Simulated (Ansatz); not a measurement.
## Single-point calculation of Re

The run: single-point calculation of Re (P6₃/mmc, 2 atoms in the cell). Method and program: DFT PBEsol, scalar-relativistic, plane waves, PAW, no spin polarisation (Ansatz 0.2.0).

The structure derives from a Materials Project entry.

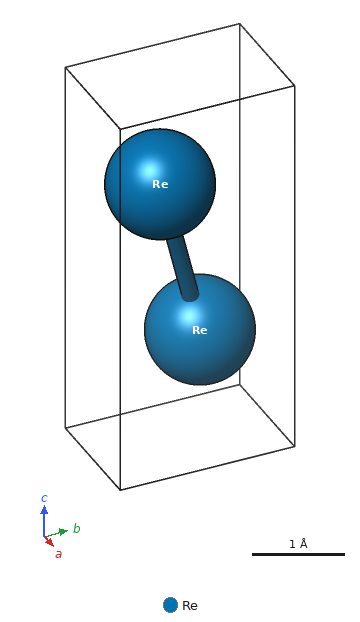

Figure 1. The input geometry (ball-and-stick view of the cell of the calculation, seen slightly off an axis). Near neighbours in the crystal (not all of them lie inside the picture): Re has 12 Re at 2.54 to 2.61 Å.

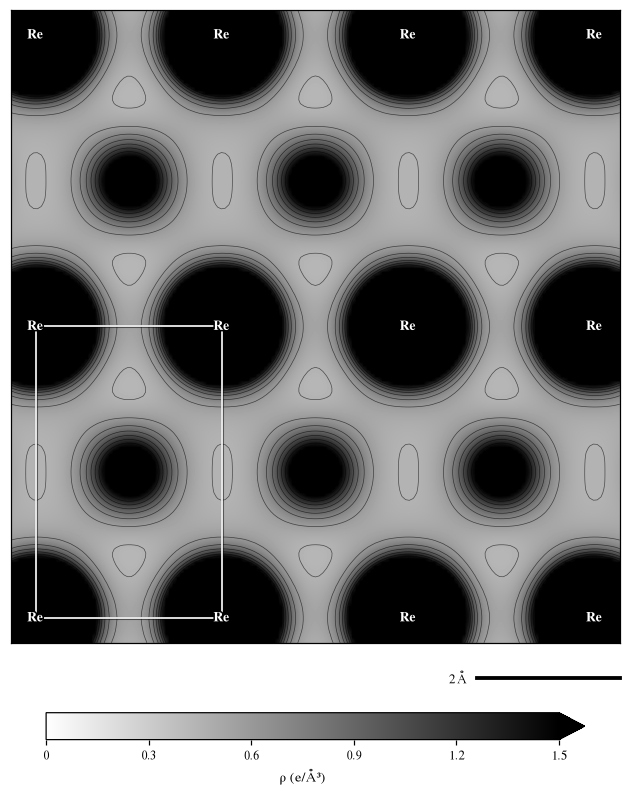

Figure 2. Valence charge density (pseudo) on the (100) plane of the conventional cell. Atoms in the plane: Re. Re–Re (2.61 Å): ρ at the midpoint is about 0.53 e/Å³. Away from the nuclei the density in this plane falls to 0.43 e/Å³ at its lowest. In a PAW calculation such maps are meaningful between the atoms, not at the nuclei.

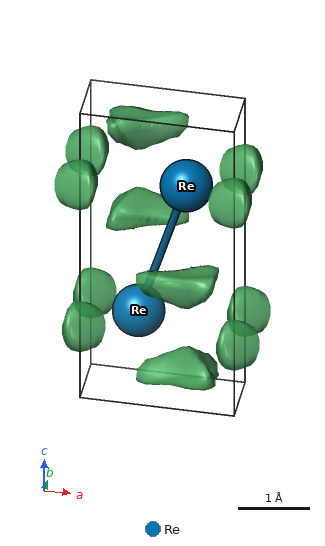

Figure 3. Isosurface of the ELF at 0.4 (green), seen at an oblique angle. Only the valence region is drawn (cores and ρ < 0.01 e/Å³ removed). Sticks mark near contacts. The outline is the cell set on symmetry axes. Profiles from the grid: Re–Re (2.54 Å): the ELF is about 0.35 at the midpoint, which marks nearly free electrons, as in a simple metal. Re–Re (2.61 Å): the ELF is about 0.35 at the midpoint, which marks nearly free electrons, as in a simple metal.

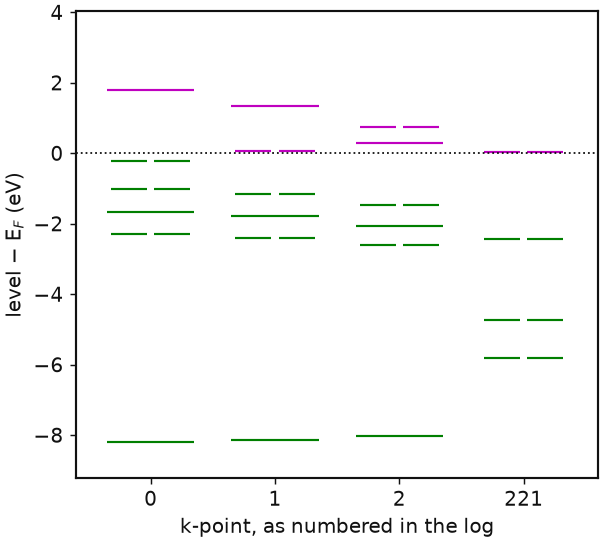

Figure 4. Kohn–Sham levels near the Fermi level (dotted) at the few k-points that the log prints; levels within 0.02 eV of each other stand side by side. The system is metallic on the full mesh.

The input and output of the run follow.

### The input
```yaml
crystal:
  lattice:
    - [2.6128, 0.0, 0.0]
    - [-1.3064, 2.262751175, 0.0]
    - [0.0, 0.0, 4.0878]
  atoms:
    - { symbol: Re, position: [0.3333333333, 0.6666666667, 0.25] }
    - { symbol: Re, position: [0.6666666667, 0.3333333333, 0.75] }
basis:
  ecutwfc: 420
kpoints:
  mp_grid: { grid: [18, 18, 10] }
hamiltonian:
  xc: pbesol
scf:
  occupations: { method: gaussian, width: 0.15 }
output:
  forces: true
  stress: true
  eigenvalues: true
  write_density: true
  write_potential: true
  elf: true
  volumetric_format: npy
```

Run as:
```bash
ansatz run input.yaml --threads 1 --pin off --max-ram 2048MiB --backend cpu --events-out ev --progress --plain --runs-dir out
```

### The program's output
```
Engine: ansatz 0.2.0, aarch64-unknown-linux-gnu
Pseudopotentials: kind: paw
Pseudopotential: Re, paw, valence charge 15, recommended cutoff 420 eV (normal), Re.paw.azcp
Functional definition: PBEsol
  exchange = pbesol_x
  correlation = pbesol_c
Crystal: 2 atoms, lattice volume = 24.168 Å³
Basis set: ecut = 420 eV, 487 PW (Γ), exchange–correlation on 36×36×60 points (8 copies of the dense FFT grid, shifted against one another)
Bands: 19, of which v1, the nominal top of the filled ones, is band 15 counted from 1 (14 counted from 0)
Symmetry: 24 space group operations
Space group: P63/mmc (ITA 194), of the structure as read, at distance tolerance 2.9e-5 Å
k-points: 222 of 3240
Non-local potential: Re, projectors of the file, l = 0: 3, l = 1: 2, l = 2: 2, l = 3: 1
PAW form: soft (Blöchl's): semilocal exchange-correlation on the pseudo side does not see the compensation charge
PAW frozen core: Re, regenerated for the run's functional, and the local potential with it (the file was generated under x = pbe(κ = 0.804, μ = 0.2195149727645171), c = pbe(β = 0.06672455060314922))
PAW one-centre angular grid: Re, 590 points (default); XC on 64 Gauss nodes
Initial density: superposition of atomic densities (neutral atoms: chi_scale 0, normalization atom), corrected by the library's trained network
Initial wavefunctions: pseudopotential atomic-orbital guess
Functional: x = pbesol(κ = 0.804, μ = 0.12345679012345678), c = pbesol(β = 0.046)
SCF iter   1: F=—  HF=-21473.038370 eV  |F-HF|=—  |Δ(HF+E_count)|=         —  Δρ=9.96e-3  dr2=6.76e-3  ethr=1.77e-3  ⟨swp⟩=5.1  Hψ=19717  notcnv=0
preconditioner: auto → none  [metal: Δε(μ)=0.024 eV  Ē_g=7.762 eV  σ=0.150 eV  W_gap=0.09  n_scr=8 (ndim 8)  ℏωp=28.3 eV  f_vac=0.000  D(μ)=1.46/eV (n_scr^D=22)  sad-step TF]
SCF iter   2: F=—  HF=-21473.038889 eV  |F-HF|=—  |Δ(HF+E_count)|=   5.19e-4  Δρ=5.73e-3  dr2=2.34e-3  ethr=2.25e-5  ⟨swp⟩=1.2  Hψ=6074  notcnv=0
SCF iter   3: F=—  HF=-21473.039344 eV  |F-HF|=—  |Δ(HF+E_count)|=   4.55e-4  Δρ=3.95e-4  dr2=2.49e-5  ethr=7.80e-6  ⟨swp⟩=1.0  Hψ=4197  notcnv=0
SCF iter   4: F=—  HF=-21473.039335 eV  |F-HF|=—  |Δ(HF+E_count)|=   9.62e-6  Δρ=1.12e-4  dr2=8.21e-7  ethr=8.30e-8  ⟨swp⟩=2.0  Hψ=7086  notcnv=0
iter 5 did not close the SCF: its close was put off for the readings that it lacked (scf_convergence_deferred on its scf_iter line)
SCF iter   5: F=-21473.039335 eV  HF=-21473.039335 eV  |F-HF|=3.28e-8  |Δ(HF+E_count)|=   2.02e-7  Δρ=1.71e-5  dr2=5.21e-8  ethr=2.74e-9  ⟨swp⟩=1.9  Hψ=6625  notcnv=0
SCF iter   6: F=-21473.039335 eV  HF=-21473.039335 eV  |F-HF|=6.58e-10  |Δ(HF+E_count)|=   1.95e-8  Δρ=3.02e-6  dr2=1.22e-9  ethr=1.74e-10  ⟨swp⟩=5.6  Hψ=24590  notcnv=0
SCF 1 converged in 6 iterations: F = -21473.039335 eV  dr2 = 1.22e-9
  greatest PAW one-centre occupation: 1.000 electrons in one spin orbital (limit 2), on the Re atom at site 1 (counted from 0), in its partial waves of l = 0
SCF converged after 6 iterations
Free energy (F): -21473.039335 eV
Harris-Foulkes:  -21473.039335 eV  (|F-HF|=6.58e-10)
Internal energy: -21473.022915 eV  (E = F + TS)
E sigma→0 (E₀):  -21473.031125 eV
Entropy (-TS):   -0.016419 eV (-8.210 meV/atom)
Fermi energy:    29.789736 eV
--- Per-component energies (eV) ---
  E_band       = 22.403319
  E_kinetic    = 1113.785401
  E_local      = -1193.822774  (includes V_loc(G=0)·N_el)
  E_nonlocal   = 102.028672
  E_hartree    = 457.958911
  E_xc         = -812.677282
  E_vxc        = -621.106660  (∫ρ·V_xc dr)
  E_paw        = -17064.070090  (= ΣΔE_a)
  E_vpaw       = -294.397939  (= ΣTr[D̂ρ^β])
  E_aug_tail   = -0.000136  (compensation charges beyond the density's cutoff)
  E_ewald      = -4076.692140
  E_core_change = 0.466523  (= ΣΔE_core)
  E_smearing   = -0.016419  (= −TS)
  E_closure    = 0.000000  (closes the sum)
  Σ components = -21473.039335   (vs F -21473.039335, Δ=0.00e0)
--- Forces (eV/Å), atoms counted from 1 ---
  atom   1  Re     0.00000000     0.00000000     0.00000000
  atom   2  Re     0.00000000    -0.00000000     0.00000000
  max |Σ_I F_I| component: 3.70e-17 eV/Å
--- Stress (GPa, compression-positive) ---
      100.358456       0.000000       0.000000
        0.000000     100.358456       0.000000
        0.000000       0.000000     126.119742
  P = ⅓ Tr σ = 108.9456 GPa (1089.456 kbar)
--- Band table (eV; the first three rows and the last of 222) ---
  k-point 0: bands = ["-49.8807", "-49.5489", "-13.1483", "-11.1618", "-11.1618", "-10.7838", "-10.7838", "-10.6151", "18.6922", "21.6094", "27.5062", "27.5062", "28.1172", "28.7758", "28.7758", "29.5736", "29.5736", "31.5862", "34.0625"]
  k-point 1: bands = ["-49.8727", "-49.5572", "-13.0925", "-11.1526", "-11.1526", "-10.7932", "-10.7932", "-10.6848", "18.8555", "21.6545", "27.3950", "27.3950", "28.0082", "28.6478", "28.6478", "29.8488", "29.8488", "31.1453", "34.1320"]
  k-point 2: bands = ["-49.8496", "-49.5812", "-12.9295", "-11.1262", "-11.1262", "-10.8848", "-10.8205", "-10.8205", "19.3231", "21.7692", "27.2001", "27.2001", "27.7158", "28.3232", "28.3232", "30.0683", "30.5224", "30.5224", "34.2455"]
  k-point 221: bands = ["-49.5378", "-49.5378", "-12.6630", "-12.6630", "-12.0870", "-12.0870", "-11.0515", "-11.0515", "23.9702", "23.9702", "25.0498", "25.0498", "27.3704", "27.3704", "29.8155", "29.8155", "33.9218", "33.9218", "41.8523"]
```

### Key numbers

| quantity | value |
| --- | --- |
| outcome | converged |
| space group (tolerance 0.01 Å) | P6₃/mmc (194) |
| electrons treated | 30 |
| free energy | −21473.0393 eV |
| Fermi energy | 29.790 eV |
| gap on the k-point mesh | none (metallic) |
| pressure | 108.95 GPa |
| largest force (length of the vector) | under 0.001 eV/Å |
| hardware | 1 thread of Arm Neoverse V1, 24 GiB of memory available, shared host |
| wall time | 6.4 s |
| peak memory | 0.35 GiB |

### Notes

Spin–orbit coupling is left out, which matters for Re. The cell is under a pressure of 109 GPa at this level, so it is not at its equilibrium volume.
